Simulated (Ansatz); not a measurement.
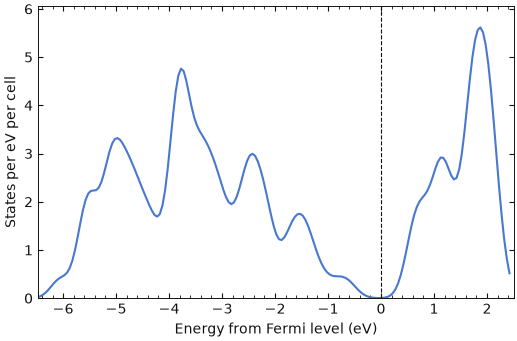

Write a caption that states what the plot shows.

Density of states of TiS₂, space group P-3m1 (No. 164), 3 atoms in the cell, 1T (CdI2) bulk type, biaxial (xy) strain +4.6%. Method: DFT, HSE06, plane waves, PAW, no spin polarisation, 6×6×4 k mesh, 420 eV cutoff (Ansatz 0.2.0). Energies are counted from the Fermi level, put mid-gap where there is a gap. The curve is built from the levels of the k mesh with Gaussians 0.4 eV wide, which also blur the band edges.

There is a gap; over the k points computed it is 0.95 eV (indirect; the smallest direct gap is 1.12 eV). Within the window shown, the tallest peak of the filled states lies 3.3 eV under the valence-band top, at about 4.8 states per eV and cell.
